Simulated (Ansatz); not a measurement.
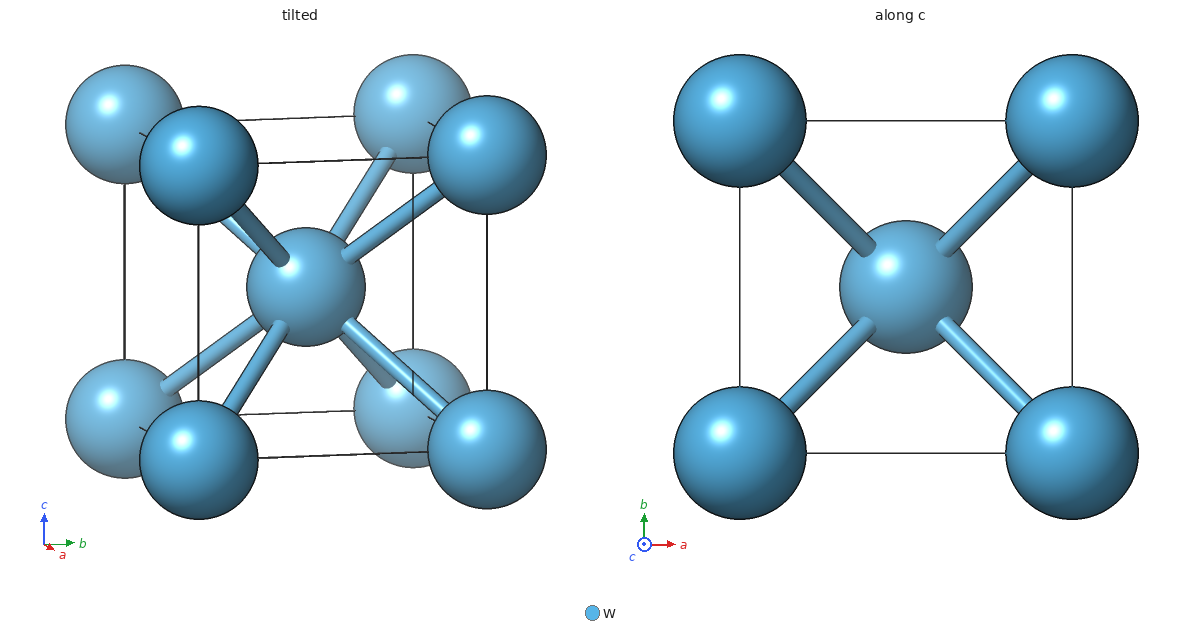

A ball-and-stick rendering, viewed slightly off an axis and along the c axis. The conventional unit cell is drawn as a box.

Unit-cell dimensions: a = 3.184 Å, b = 3.184 Å, c = 3.184 Å, α = 90.00°, β = 90.00°, γ = 90.00°.

> How many atoms does the cell contain?

2 (tungsten), counting shared atoms by their share.

> State the lattice type.

Body-centred cubic.

> Name the structure type.

Body-centred cubic (W type).

> Describe the environment of the W atoms.

Eight W in a cubic arrangement at about 2.8 Å. Not all metal-metal contacts are counted.

> In how many dimensions do the bonds extend?

The bonds build a three-dimensional framework.

The structure comes from the standard structure of this element. What is shown is the relaxed result from DFT PBE, scalar-relativistic, plane waves, PAW in Ansatz.
